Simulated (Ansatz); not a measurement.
System: Hf.

Input

```
crystal:
  lattice:
    - [0.0, 2.351535, 2.351535]
    - [2.2597824, 0.0251526, 2.3263824]
    - [2.2917504, 2.3583504, -0.0068154]
  atoms:
    - { symbol: Hf, position: [0.0, 0.0, 0.0] }
basis:
  ecutwfc: 420
kpoints:
  mp_grid: { grid: [14, 14, 14] }
hamiltonian:
  xc: pbe
scf:
  occupations: { method: gaussian, width: 0.1 }
output:
  forces: true
  stress: true
  eigenvalues: true
  write_density: true
  write_potential: true
  elf: true
  volumetric_format: npy
```

Command:

```sh
ansatz run input.yaml --threads 1 --pin off --max-ram 1331MiB --backend cpu --events-out ev --progress --plain --runs-dir out
```

Below, planes, directions and counts refer to the conventional cell (a = 5.57 Å, b = 3.33 Å, c = 3.30 Å, α = 90.00°, β = 125.20°, γ = 90.00°).

Space group C2/m; changed on purpose from its base cell (strained and moved within a subgroup); computed pressure about −9 GPa in this cell.

These are results of DFT PBE, scalar-relativistic, plane waves, PAW (Ansatz), not measurements.

Question: What will maps of the valence pseudo-density and electron localisation function show?

Answer: Hf–Hf (3.24 Å): ρ at the midpoint is about 0.17 e/Å³; the ELF is about 0.30 at the midpoint; no shared electron pair shows on this line.

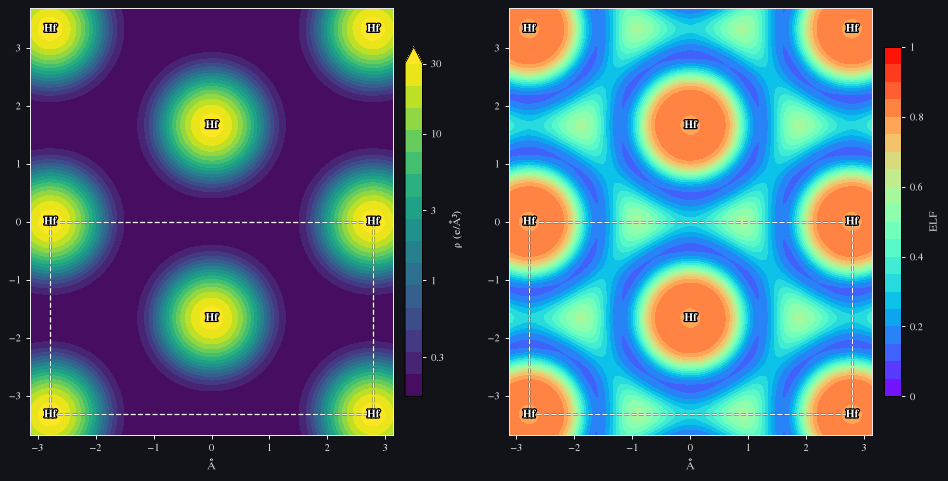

Computed valence pseudo-density and electron localisation function on the (001) plane of the conventional cell, in this order. 
